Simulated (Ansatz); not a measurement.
**MnSn$_{3}$: density, localisation and related maps**

Input file:

```
crystal:
  lattice:
    - [0.0, 3.5862764502, 3.5862764502]
    - [3.5862764502, 0.0, 3.5862764502]
    - [3.5862764502, 3.5862764502, 0.0]
  atoms:
    - { symbol: Sn, position: [0.25, 0.25, 0.25] }
    - { symbol: Sn, position: [0.75, 0.75, 0.75] }
    - { symbol: Sn, position: [0.5, 0.5, 0.5] }
    - { symbol: Mn, position: [0.0, 0.0, 0.0], spin: 4.31 }
basis:
  ecutwfc: 420
kpoints:
  mp_grid: { grid: [10, 10, 10] }
hamiltonian:
  xc: pbesol
scf:
  occupations: { method: gaussian, width: 0.1 }
output:
  forces: true
  stress: true
  eigenvalues: true
  populations: true
  write_density: true
  write_potential: true
  elf: true
  volumetric_format: npy
magnetization:
  spin_polarized: true
relax:
  adjacent_minimum: "off"
  f_tol: 0.01
  max_steps: 80
  cell: { stress_tol: 0.05 }
```

Run with:

```sh
ansatz run input.yaml --threads 1 --pin off --max-ram 2560MiB --backend cpu --events-out ev --progress --plain --runs-dir out
```

Below, planes, directions and counts refer to the conventional cell (a = 7.19 Å, b = 7.19 Å, c = 7.19 Å, α = 90.00°, β = 90.00°, γ = 90.00°).

The fields are those of the run's last geometry, not of the input's.

Space group Fm-3m; started from the BiF3 (D0_3) prototype, which need not be the ambient phase; spin-polarised.

All numbers below come from DFT PBEsol, scalar-relativistic, plane waves, PAW (Ansatz).

Core electrons are frozen (PAW), and the valence fields are smoothed inside the atomic spheres.

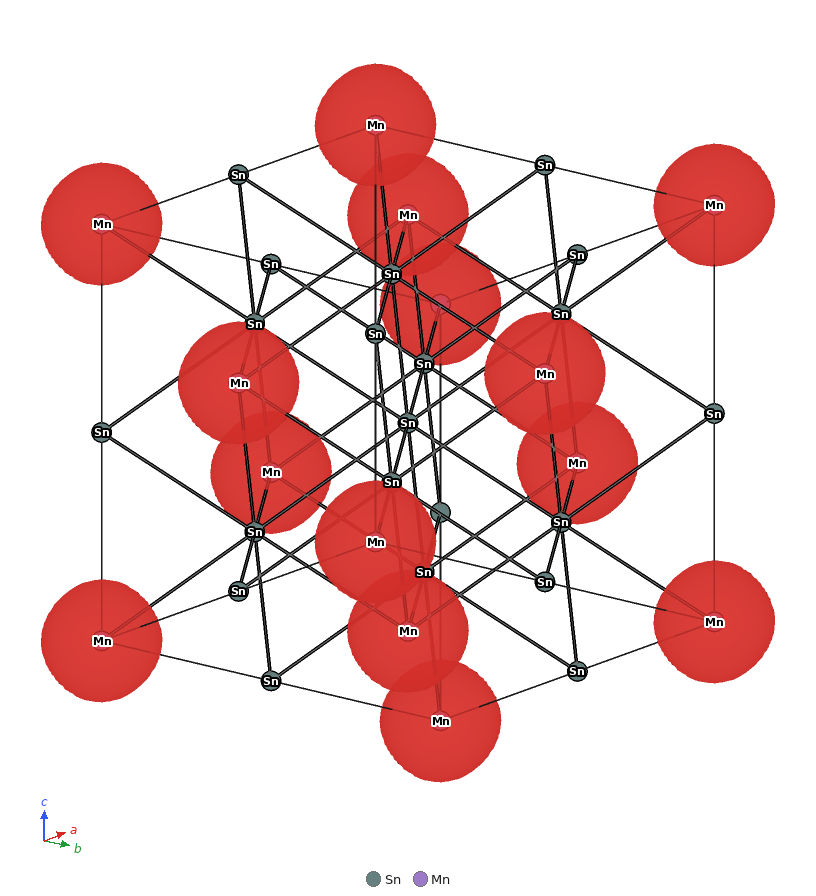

Figure 1. Isosurfaces of the magnetisation density (up minus down) at +0.15 (red) and −0.15 e/Å³ (blue), seen at an oblique angle. Sticks mark near contacts.

**Which atoms carry the moments, and with what signs?**

The spin density sits on Mn: +4.0 μB (×4) in one cell of 16 atoms, with smaller moments on other sites: Sn (up to −0.07 μB): parallel moments, as they must be, since the calculation's own cell holds one magnetic site. The cell of the calculation (4 atoms) carries 3.8 μB of net spin moment. Only one sign reaches the isovalue.

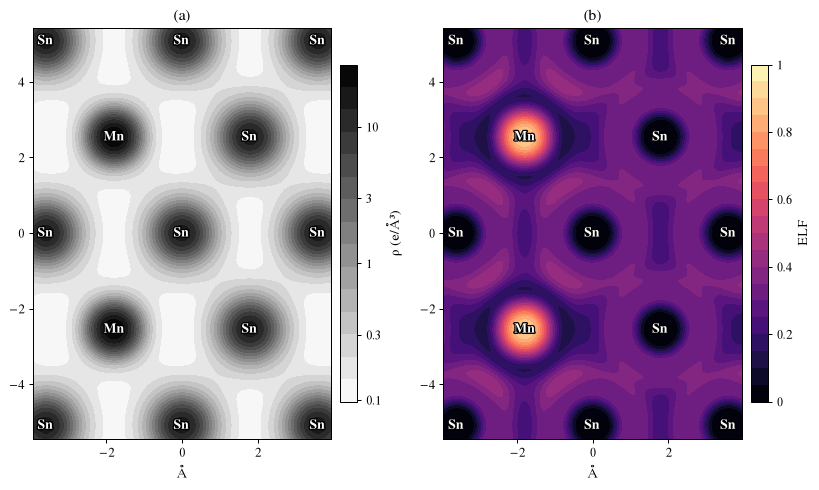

Figure 2. (a) valence pseudo-density; (b) electron localisation function on the (011) plane of the conventional cell.

**What do the fields say about this system?**

Atoms in the plane: Sn and Mn. Sn–Sn (3.11 Å): ρ at the midpoint is about 0.2 e/Å³; the ELF is about 0.35 at the midpoint. Mn–Sn (3.11 Å): ρ at the midpoint is about 0.17 e/Å³; the ELF is about 0.40 at the midpoint. Between the atoms the lowest density in this plane is 0.1 e/Å³. The features right at Mn lie inside the PAW spheres, where the map follows smoothed inner orbitals and isn't to be read closely.

**Does the calculation give a band gap?**

It is gapless in this calculation (a metal or semimetal).
